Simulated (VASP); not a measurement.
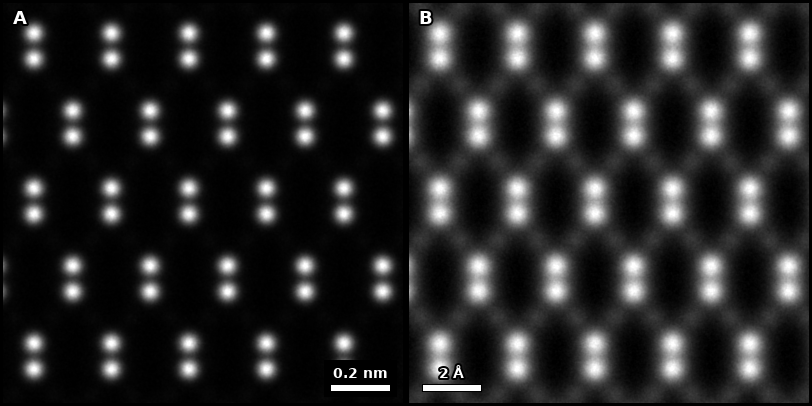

Two simulated images of the same area of HfN (P6_3/mmc, No. 194) along [101], with a probe of 0.50 Å. One is incoherent Z contrast (Z^1.7 per atom), the other the projected potential of neutral atoms blurred by the probe (iDPC-like, thin sample). Brightness is counted from the darkest point of the image. Shot noise was added. Structure used: a cell listed in the Materials Project, as set up for an electronic-structure calculation.

> Which panel is which, and how can one tell?

A is the Z-contrast image and B the potential image. The columns of 1 N per repeat reach about 2 % of the brightest peak (1 Hf) in A but about 21 % in B, mainly since the potential grows much more slowly with atomic number. The N columns show clearly in B alone.
